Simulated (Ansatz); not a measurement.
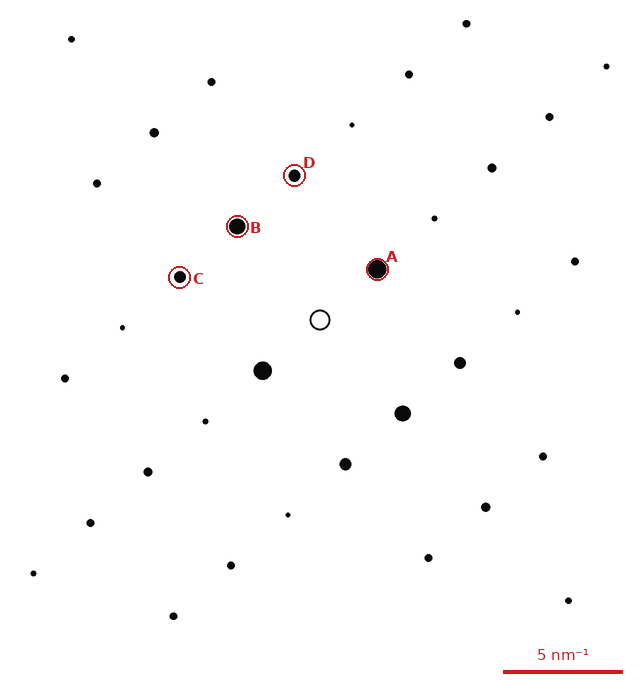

Kinematic zone-axis pattern, calculated for 200 keV electrons with B = 1 Å². The zone axis points towards the electron source and the pattern is seen from the source side.

AlP, space group F-43m (No. 216), a = 5.365 Å. Structure: the end point of a relaxation (final pressure about 5.2 GPa) with DFT r2SCAN+D3(BJ), scalar-relativistic, plane waves, PAW in Ansatz; the starting structure was generated, so it need not be a known form of this composition.

Spot A is indexed -1 1 1 and spot B 0 -2 2.

### Give hkl for C, D.

C = −A + B = 1 -3 1 (d = 1.617 Å). D = A + B = -1 -1 3 (d = 1.617 Å).

### Give [uvw].

The cross product of A and B is parallel to [211]; every spot obeys hu + kv + lw = 0.
